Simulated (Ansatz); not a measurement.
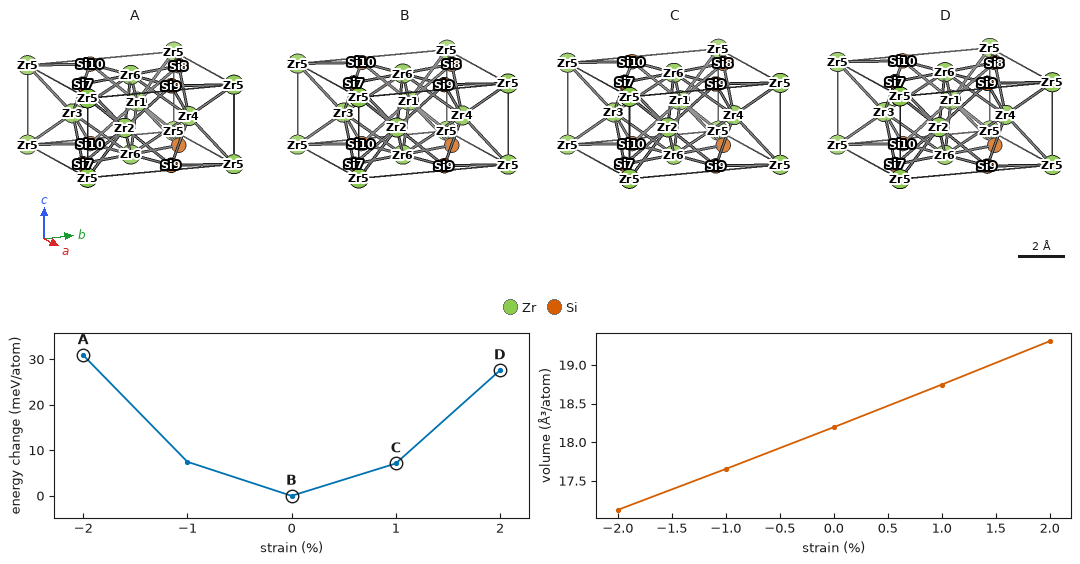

Members of a series of calculations on a crystal of Zr$_{3}$Si$_{2}$ (set up in P4/mbm), marked on the first curve. Style: ball-and-stick. Shown: the cell of the calculation, slightly off an axis.

The calculation used DFT PBEsol, scalar-relativistic, plane waves, PAW in Ansatz 0.2.0. Settings: plane-wave cutoff 420 eV; k-point mesh 6 × 6 × 10; occupations gaussian; smearing width 0.1 eV; no spin polarisation.

Describe the series.

Equal strain along all axes, cell held, atoms relaxed. A (strain −2.0 %): energy change 30.9 meV/atom, volume 17.12 Å³ per atom. B (strain 0.0 %): energy change 0.0 meV/atom, volume 18.19 Å³ per atom. C (strain 1.0 %): energy change 7.1 meV/atom, volume 18.75 Å³ per atom. D (strain 2.0 %): energy change 27.6 meV/atom, volume 19.31 Å³ per atom. The rest compares A with D. The volume changes by +12.8 %, with a = b 6.924 → 7.207 Å (+4.1 %), c 3.572 → 3.717 Å (+4.1 %). Some distances before and after: Zr–Zr 3.118 → 3.248 Å, Si–Si 2.390 → 2.504 Å, Si–Zr 2.671 → 2.785 Å.
